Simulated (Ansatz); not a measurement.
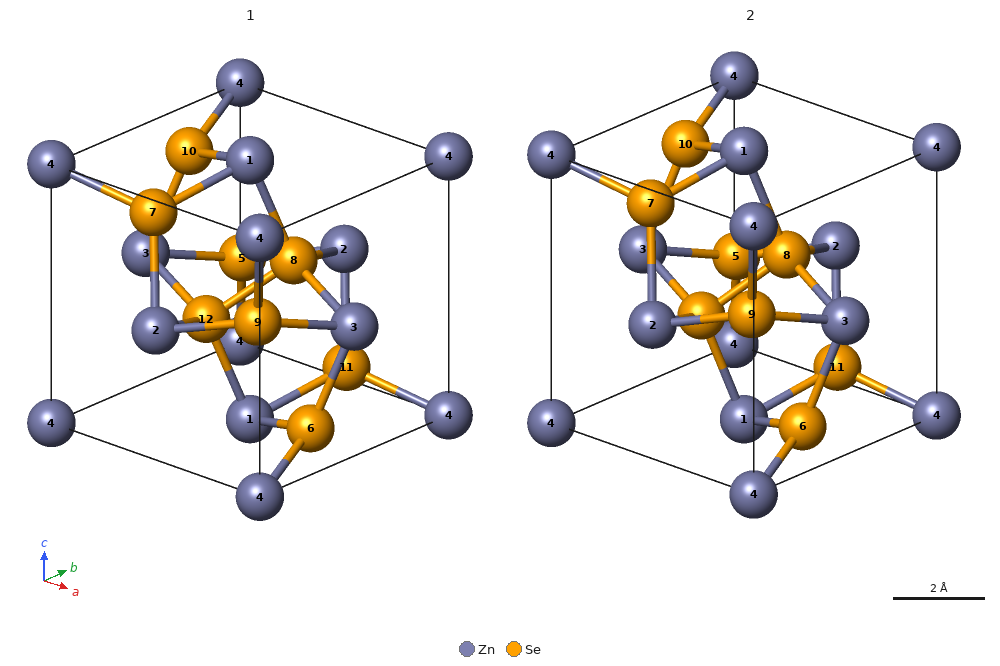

Two geometries of solid ZnSe$_{2}$ (set up in Pa-3): one is the relaxed structure, the other was perturbed away from it. A ball-and-stick model of the cell of the calculation, seen from a free direction.

Method: Ansatz, DFT PBEsol, scalar-relativistic, plane waves, PAW. Settings: plane-wave cutoff 420 eV; k-point mesh 6 × 6 × 6; occupations gaussian; smearing width 0.02 eV; no spin polarisation.

Q: Which one is perturbed?

A: Structure 2 is the perturbed one. Biaxial strain in the a–b plane, −3.0 %, is applied. The c axis and the atoms are relaxed. It costs 11.8 meV per atom. The pressure goes from 0.0 to 2.2 GPa. The principal stresses (compression positive) are 0.0 GPa along c and 3.4 GPa across it. The gap on the k-mesh goes from 0.69 to 0.48 eV. The volume changes by −2.5 %, with a = b 6.239 → 6.052 Å (−3.0 %), c 6.239 → 6.467 Å (+3.6 %). The largest moves relative to the cell, 0.008 Å, are those of 8 atoms (Se5, Se6, Se7, Se8 and others). Se6 goes along −b. Zn stays in place. Among the bonded contacts that change: Se–Zn 2.620 → 2.546 to 2.694 Å, Se–Se 2.377 → 2.370 Å. The space group (tolerance 0.01 Å) goes from Pa-3 (No. 205) to Pbca (No. 61).
